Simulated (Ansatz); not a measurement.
Run report: PtTe2, single-point calculation (part 2 of 3)

Continued. System: PtTe2 (P-3m1, 3 atoms in the cell). Method: DFT r2SCAN+U, scalar-relativistic, plane waves, PAW, Ueff = 1 eV on Pt atom 3 d, spin-polarised (Ansatz 0.2.0); cutoff 500 eV, 6×6×4 k-mesh, Gaussian smearing of 0.05 eV, collinear spins. The structure derives from an entry of the Crystallography Open Database. It belongs to a series of runs on one base structure; here: random orbitals: random, high filling.

Geometry of the input (Å; fractional positions):
```
4.0180  0.0000  0.0000
-2.0090  3.4797  0.0000
0.0000  0.0000  5.2120
Te 0.3333  0.6667  0.2500
Te 0.6667  0.3333  0.7500
Pt 0.0000  0.0000  0.0000
```

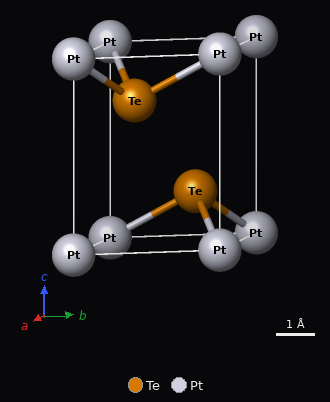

*The structure (ball-and-stick view of the cell of the calculation, seen slightly off an axis).*

The program's output, continued:
```
SCF iter   1: F=—  HF=-26523.559652 eV  |F-HF|=—  |Δ(HF+E_count)|=         —  Δρ=1.10e-1 (↑1.10e-1 ↓8.08e-2)  dr2=1.59e0  dr2_τ=5.78e-1  dr2_m=5.79e0  M=0.382 μB ∫|m|=1.185 μB  β_m=0.30  ethr=3.10e-3  ⟨swp⟩=8.2  Hψ=23394  notcnv=0  defer=10
preconditioner: auto → Resta (q_TF=auto, 2.562 Å⁻¹)  ε∞=4.2  [insulator: Δε(μ)=0.101 eV  Ē_g=11.475 eV  σ=0.050 eV  W_gap=0.83  n_scr=22 (ndim 8)  ℏωp=20.4 eV  f_vac=0.007  D(μ)=0.47/eV (n_scr^D=0)  ε∞_Penn≈4.2]
spin=Collinear: Resta preconditioning applied to the charge; magnetization (m = ρ↑ − ρ↓) channel mixes plain (no charge-response kernel on spin).
SCF iter   2: F=—  HF=-26524.210283 eV  |F-HF|=—  |Δ(HF+E_count)|=   6.51e-1  Δρ=7.43e-2 (↑7.43e-2 ↓6.67e-2)  dr2=2.83e-1  dr2_τ=5.64e-2  dr2_m=3.20e0  M=0.375 μB ∫|m|=0.915 μB  β_m=0.30  ethr=3.10e-3  ⟨swp⟩=2.0  Hψ=7219  notcnv=0  defer=407  κ⁻¹=1.0e0(r=1)
SCF iter   3: F=—  HF=-26524.876469 eV  |F-HF|=—  |Δ(HF+E_count)|=   6.66e-1  Δρ=5.27e-2 (↑5.20e-2 ↓5.27e-2)  dr2=1.16e-1  dr2_τ=2.78e-2  dr2_m=1.78e0  M=0.296 μB ∫|m|=0.769 μB  β_m=0.30  ethr=5.66e-4  ⟨swp⟩=2.1  Hψ=5987  notcnv=0  defer=427  κ⁻¹=9.7e-3(r=2)
SCF iter   4: F=—  HF=-26525.265401 eV  |F-HF|=—  |Δ(HF+E_count)|=   3.89e-1  Δρ=3.92e-2 (↑3.92e-2 ↓3.66e-2)  dr2=1.11e-2  dr2_τ=1.24e-2  dr2_m=9.58e-1  M=0.233 μB ∫|m|=0.705 μB  β_m=0.30  ethr=2.32e-4  ⟨swp⟩=3.2  Hψ=8698  notcnv=0  defer=428  κ⁻¹=2.4e-4(r=3)
SCF iter   5: F=—  HF=-26525.474590 eV  |F-HF|=—  |Δ(HF+E_count)|=   2.09e-1  Δρ=2.85e-2 (↑2.78e-2 ↓2.85e-2)  dr2=2.13e-3  dr2_τ=7.03e-3  dr2_m=5.30e-1  M=0.208 μB ∫|m|=0.618 μB  β_m=0.30  ethr=2.23e-5  ⟨swp⟩=1.7  Hψ=7219  notcnv=0  defer=421  κ⁻¹=2.1e-4(r=4)
SCF iter   6: F=—  HF=-26525.590903 eV  |F-HF|=—  |Δ(HF+E_count)|=   1.16e-1  Δρ=2.10e-2 (↑2.10e-2 ↓2.10e-2)  dr2=1.64e-4  dr2_τ=3.75e-3  dr2_m=2.93e-1  M=0.178 μB ∫|m|=0.561 μB  β_m=0.30  ethr=4.25e-6  ⟨swp⟩=2.1  Hψ=8391  notcnv=0  defer=421  κ⁻¹=2.0e-5(r=5)
SCF iter   7: F=—  HF=-26525.655677 eV  |F-HF|=—  |Δ(HF+E_count)|=   6.48e-2  Δρ=1.57e-2 (↑1.56e-2 ↓1.57e-2)  dr2=9.49e-5  dr2_τ=2.11e-3  dr2_m=1.64e-1  M=0.151 μB ∫|m|=0.515 μB  β_m=0.39  ethr=3.27e-7  ⟨swp⟩=3.0  Hψ=9473  notcnv=0  defer=414
Mixer restart at iter 7: flushing history
spin-set hold released at iteration 7 (site moments contracting): the magnetisation degrees of freedom join the quasi-Newton model from the next iteration; the mixer history was flushed
SCF iter   8: F=—  HF=-26525.702733 eV  |F-HF|=—  |Δ(HF+E_count)|=   4.71e-2  Δρ=1.07e-2 (↑1.05e-2 ↓1.07e-2)  dr2=1.44e-4  dr2_τ=1.06e-3  dr2_m=7.48e-2  M=0.132 μB ∫|m|=0.467 μB  β_m=0.48  ethr=1.90e-7  ⟨swp⟩=3.0  Hψ=9862  notcnv=0  defer=414  κ⁻¹=1.0e0(r=1)
SCF iter   9: F=—  HF=-26525.739064 eV  |F-HF|=—  |Δ(HF+E_count)|=   3.63e-2  Δρ=9.20e-4 (↑6.45e-4 ↓9.20e-4)  dr2=1.40e-4  dr2_τ=1.18e-5  dr2_m=3.96e-4  M=0.125 μB ∫|m|=0.351 μB  β_m=0.50  ethr=1.90e-7  ⟨swp⟩=3.5  Hψ=11145  notcnv=0  defer=414  κ⁻¹=6.4e-4(r=2)
SCF iter  10: F=—  HF=-26525.741012 eV  |F-HF|=—  |Δ(HF+E_count)|=   1.95e-3  Δρ=4.69e-4 (↑3.74e-4 ↓4.69e-4)  dr2=2.31e-5  dr2_τ=6.15e-6  dr2_m=1.12e-4  M=0.125 μB ∫|m|=0.337 μB  β_m=1.20  ethr=1.90e-7  ⟨swp⟩=2.0  Hψ=9472  notcnv=0  defer=414  κ⁻¹=5.3e-4(r=3)
SCF iter  11: F=—  HF=-26525.741692 eV  |F-HF|=—  |Δ(HF+E_count)|=   6.80e-4  Δρ=1.24e-4 (↑1.24e-4 ↓1.08e-4)  dr2=7.55e-6  dr2_τ=7.38e-7  dr2_m=6.40e-6  M=0.125 μB ∫|m|=0.322 μB  β_m=1.20  ethr=4.61e-8  ⟨swp⟩=3.0  Hψ=9342  notcnv=0  defer=414  κ⁻¹=1.2e-4(r=4)
SCF iter  12: F=—  HF=-26525.741748 eV  |F-HF|=—  |Δ(HF+E_count)|=   5.56e-5  Δρ=4.81e-5 (↑4.81e-5 ↓3.96e-5)  dr2=3.37e-6  dr2_τ=4.79e-8  dr2_m=2.23e-7  M=0.125 μB ∫|m|=0.320 μB  β_m=1.20  ethr=1.51e-8  ⟨swp⟩=2.0  Hψ=7198  notcnv=0  defer=414  κ⁻¹=1.4e-5(r=5)
SCF iter  13: F=—  HF=-26525.741777 eV  |F-HF|=—  |Δ(HF+E_count)|=   2.97e-5  Δρ=2.30e-5 (↑2.30e-5 ↓1.82e-5)  dr2=8.56e-7  dr2_τ=1.69e-8  dr2_m=9.81e-8  M=0.125 μB ∫|m|=0.319 μB  β_m=1.20  ethr=6.75e-9  ⟨swp⟩=2.0  Hψ=8390  notcnv=0  defer=414  κ⁻¹=9.3e-7(r=6)
Mixer restart at iter 13: flushing history
SCF iter  14: F=-26527.163503 eV  HF=-26525.741778 eV  |F-HF|=1.42e0  |Δ(HF+E_count)|=         —  Δρ=2.30e-5 (↑2.30e-5 ↓1.82e-5)  dr2=8.55e-7  dr2_τ=1.69e-8  dr2_m=9.83e-8  M=0.125 μB ∫|m|=0.319 μB  β_m=1.20  ethr=1.71e-9  ⟨swp⟩=1.0  Hψ=4596  notcnv=0  defer=414
SCF iter  15: F=-26527.180638 eV  HF=-26526.470214 eV  |F-HF|=7.10e-1  |Δ(HF+E_count)|=   7.28e-1  Δρ=1.92e-3 (↑3.35e-4 ↓1.92e-3)  dr2=3.48e-3  dr2_τ=1.45e-4  dr2_m=8.43e-4  M=0.118 μB ∫|m|=0.265 μB  β_m=1.20  ethr=1.71e-9  ⟨swp⟩=4.0  Hψ=10790  notcnv=0  defer=414  κ⁻¹=1.0e0(r=1)
SCF iter  16: F=-26527.213158 eV  HF=-26527.208526 eV  |F-HF|=4.63e-3  |Δ(HF+E_count)|=   7.38e-1  Δρ=2.25e-3 (↑1.04e-3 ↓2.25e-3)  dr2=3.48e-3  dr2_τ=5.58e-4  dr2_m=1.54e-3  M=0.014 μB ∫|m|=0.066 μB  β_m=0.30  ethr=1.71e-9  ⟨swp⟩=5.3  Hψ=17563  notcnv=0  defer=410  κ⁻¹=5.2e-3(r=2)
SCF iter  17: F=-26527.216448 eV  HF=-26527.212795 eV  |F-HF|=3.65e-3  |Δ(HF+E_count)|=   4.27e-3  Δρ=7.64e-4 (↑6.24e-4 ↓7.64e-4)  dr2=2.83e-4  dr2_τ=1.46e-5  dr2_m=2.13e-4  M=0.012 μB ∫|m|=0.033 μB  β_m=0.80  ethr=1.71e-9  ⟨swp⟩=4.2  Hψ=14822  notcnv=0  defer=393  κ⁻¹=1.0e-3(r=3)
SCF iter  18: F=-26527.216733 eV  HF=-26527.215521 eV  |F-HF|=1.21e-3  |Δ(HF+E_count)|=   2.73e-3  Δρ=3.63e-4 (↑3.63e-4 ↓3.62e-4)  dr2=9.09e-5  dr2_τ=3.92e-6  dr2_m=4.85e-5  M=0.007 μB ∫|m|=0.020 μB  β_m=0.30  ethr=1.71e-9  ⟨swp⟩=4.0  Hψ=13556  notcnv=0  defer=393  κ⁻¹=2.7e-4(r=4)
SCF iter  19: F=-26527.216863 eV  HF=-26527.216791 eV  |F-HF|=7.21e-5  |Δ(HF+E_count)|=   1.27e-3  Δρ=2.50e-4 (↑2.50e-4 ↓1.77e-4)  dr2=6.84e-6  dr2_τ=1.97e-6  dr2_m=2.91e-5  M=0.001 μB ∫|m|=0.006 μB  β_m=1.20  ethr=1.71e-9  ⟨swp⟩=4.0  Hψ=13568  notcnv=0  defer=393  κ⁻¹=1.5e-5(r=5)
SCF iter  20: F=-26527.216876 eV  HF=-26527.216867 eV  |F-HF|=9.67e-6  |Δ(HF+E_count)|=   7.59e-5  Δρ=3.00e-5 (↑3.00e-5 ↓2.99e-5)  dr2=9.90e-7  dr2_τ=6.90e-8  dr2_m=2.34e-7  M=-0.000 μB ∫|m|=0.001 μB  β_m=0.63  ethr=1.71e-9  ⟨swp⟩=3.0  Hψ=10115  notcnv=0  defer=393  κ⁻¹=1.2e-5(r=6)
SCF iter  21: F=-26527.216876 eV  HF=-26527.216875 eV  |F-HF|=1.24e-6  |Δ(HF+E_count)|=   8.74e-6  Δρ=2.46e-5 (↑2.46e-5 ↓2.16e-5)  dr2=4.42e-7  dr2_τ=1.64e-8  dr2_m=1.32e-7  M=-0.000 μB ∫|m|=0.001 μB  β_m=0.30  ethr=1.71e-9  ⟨swp⟩=2.0  Hψ=8477  notcnv=0  defer=398  κ⁻¹=1.7e-7(r=7)
iter 22 did not close the SCF: its close was put off for a magnetic moment that had not settled (scf_convergence_deferred on its scf_iter line)
SCF iter  22: F=-26527.216877 eV  HF=-26527.216877 eV  |F-HF|=1.42e-7  |Δ(HF+E_count)|=   1.31e-6  Δρ=9.08e-6 (↑6.74e-6 ↓9.08e-6)  dr2=8.67e-8  dr2_τ=4.04e-9  dr2_m=1.57e-8  M=-0.000 μB ∫|m|=0.000 μB  β_m=0.30  ethr=2.00e-10  ⟨swp⟩=13.2  Hψ=38542  notcnv=0  κ⁻¹=4.3e-8(r=8)
iter 23 did not close the SCF: its close was put off for a magnetic moment that had not settled (scf_convergence_deferred on its scf_iter line)
SCF iter  23: F=-26527.216877 eV  HF=-26527.216877 eV  |F-HF|=6.62e-8  |Δ(HF+E_count)|=   8.70e-8  Δρ=6.32e-6 (↑4.74e-6 ↓6.32e-6)  dr2=2.78e-8  dr2_τ=7.25e-10  dr2_m=1.35e-8  M=-0.000 μB ∫|m|=0.000 μB  β_m=0.75  ethr=1.73e-10  ⟨swp⟩=6.0  Hψ=28038  notcnv=0  κ⁻¹=7.6e-9(r=8)
iter 24 did not close the SCF: its close was put off for a magnetic moment that had not settled (scf_convergence_deferred on its scf_iter line)
SCF iter  24: F=-26527.216877 eV  HF=-26527.216877 eV  |F-HF|=3.64e-9  |Δ(HF+E_count)|=   7.88e-8  Δρ=1.08e-6 (↑1.02e-6 ↓1.08e-6)  dr2=1.24e-9  dr2_τ=4.02e-11  dr2_m=4.39e-10  M=-0.000 μB ∫|m|=0.000 μB  β_m=0.43  ethr=5.56e-11  ⟨swp⟩=6.1  Hψ=28427  notcnv=0  κ⁻¹=8.6e-8(r=8)
iter 25 did not close the SCF: its close was put off for a magnetic moment that had not settled (scf_convergence_deferred on its scf_iter line)
SCF iter  25: F=-26527.216877 eV  HF=-26527.216877 eV  |F-HF|=1.38e-9  |Δ(HF+E_count)|=   3.21e-9  Δρ=6.58e-7 (↑6.58e-7 ↓6.50e-7)  dr2=5.31e-10  dr2_τ=9.80e-12  dr2_m=1.23e-10  M=-0.000 μB ∫|m|=0.000 μB  β_m=0.78  ethr=2.48e-12  ⟨swp⟩=5.0  Hψ=25315  notcnv=0  κ⁻¹=3.9e-7(r=8)
SCF iter  26: F=-26527.216877 eV  HF=-26527.216877 eV  |F-HF|=4.73e-11  |Δ(HF+E_count)|=   1.70e-9  Δρ=1.87e-7 (↑1.73e-7 ↓1.87e-7)  dr2=4.35e-11  dr2_τ=8.40e-13  dr2_m=4.04e-12  M=-0.000 μB ∫|m|=0.000 μB  ethr=1.06e-12  ⟨swp⟩=5.0  Hψ=24602  notcnv=0
WARN: the starting moments were not kept: the SCF closed with an absolute magnetisation of 2.2e-6 μB, where they sum to 4 μB in size (1 site). That is at most 0.1 of that sum. Measured as dr2_m measures the in/out step, that magnetisation stands 1.0e-12 eV from none, at or under the dr2_threshold of 1.0e-7 eV: it is no larger than a step whose dr2_m would equal this threshold. The system may hold no moment; this SCF shows only that its start led to no more than that. To try another start: raise the starting moments (crystal.atoms[].spin, magnetization.per_species, magnetization.initial_magnetization, or on a non-collinear deck that types none of these the spinor_matrix: blocks that start its atoms; where the total moment is fixed, keep their sum and leave initial_magnetization as it is; typed ones take the place of any that the run laid by itself, positive ones on a crystal's lanthanoids without a Hubbard term where scf.initial_density.shell_occupations: [] is typed) or, if the notice of its spin-set hold's release reads "site moments contracting" or "site moments show no strong build", lengthen the hold (scf.mixing.spin_hold: { on: { confirm: 4 } }; for m-r²SCAN on two components see the key's manual first). Each may lead to a state that holds a moment. A second SCF, from the converged charge density, with the starting moments and any scf.initial_density.shell_occupations laid on it anew, would have followed, and was not run: the deck does not ask for one (magnetization.retry_lost_moments is false, the default). To let it run, set magnetization.retry_lost_moments: true and run the deck again, where that key's refused combinations let it; where memory then withholds it, that run's warning says so.
WARN: hamiltonian.hubbard: on 1 of 2 specified blocks the occupation matrix of this SCF's result fails the test of the specified filling. At site 2 ↓ (sites count from 0 in the list of atoms of the cell that this SCF solves) the least filled combination of the orbitals specified full has occupation 0.976, and the fullest combination of the orbitals specified empty has occupation 0.977; the filling counts as kept where the first is at least 0.75 and exceeds the second by more than 0.25. The state of this SCF's result may not hold the specified filling, though these bounds can also misjudge a state that does. This warning does not say which state is lower in energy, or whether the specified filling is a self-consistent state at all; see hamiltonian.hubbard.sites[].starting_ns, Limitations, and scf.initial_density.shell_occupations in the input reference
SCF 1 converged in 26 iterations: F = -26527.216877 eV  dr2 = 4.35e-11
  greatest PAW one-centre occupation: 1.000 electrons in one spin orbital (limit 2), on the Pt atom at site 2 (counted from 0), in its partial waves of l = 0
this state was not tested for a lower state beside it, because the mixer in use, unlike msr1, does not test its closes by its own steps (another_mixer; see scf.mixing.algorithm and scf.lower_state_search)
SCF converged after 26 iterations
Magnetization: -0.0000 μB (25.0000 up, 25.0000 down)
Absolute magnetization: 0.0000 μB (∫|ρ↑−ρ↓|, with the PAW one-centre terms)
Spin contamination: 0.0000 ħ² per cell (⟨S²⟩ above its minimum at these occupations)
Per-site moments (μB) at R_I (Å): [(7.626375124448469e-8, 1.0975328539957738), (7.626375117041904e-8, 1.0975328539957738), (-6.014260105604011e-7, 1.0975328539957738)]
Free energy (F): -26527.216877 eV
Harris-Foulkes:  -26527.216877 eV  (|F-HF|=4.73e-11)
Internal energy: -26527.216139 eV  (E = F + TS)
E sigma→0 (E₀):  -26527.216508 eV
Entropy (-TS):   -0.000738 eV (-0.246 meV/atom)
Fermi energy:    13.906854 eV
--- Per-component energies (eV) ---
  E_band       = -740.538855
  E_kinetic    = 1003.412138
  E_local      = -4562.167882  (includes V_loc(G=0)·N_el)
  E_nonlocal   = -419.567805
  E_hartree    = 2426.271747
  E_xc         = -482.847479
  E_vxc        = -564.700070  (∫ρ·V_xc dr)
  E_hubbard    = 0.415654  (on-site DFT+U / exact-exchange correction)
  E_vhub       = -3.652024  (the Hubbard potential's part of the band-sum identity)
  E_paw        = -18853.652147  (= ΣΔE_a)
  E_vpaw       = -1081.935786  (= ΣTr[D̂ρ^β])
  E_aug_tail   = 0.000093  (compensation charges beyond the density's cutoff)
  E_vtau       = 35.529100  (kinetic-family band-sum trace: ∫τ·v_τ [+ j·A + Jᵃ·Aᵃ] dr)
  E_ewald      = -5639.418675
  E_core_change = 0.338216  (= ΣΔE_core)
  E_smearing   = -0.000738  (= −TS)
  E_closure    = 0.000000  (closes the sum)
  Σ components = -26527.216877   (vs F -26527.216877, Δ=0.00e0)
--- Specified on-site occupations, and those of the state reported ---
  electrons in the specified blocks: 5.9000 specified, 8.9667 found
  site 2 (l=d) ↓: largest change of an orbital's occupation 0.9571; electrons 1.0500 specified, 4.4833 found; spectral distance 1.7247
  site 2 (l=d) ↑: largest change of an orbital's occupation 0.1929; electrons 4.8500 specified, 4.4833 found; spectral distance 0.2730
```
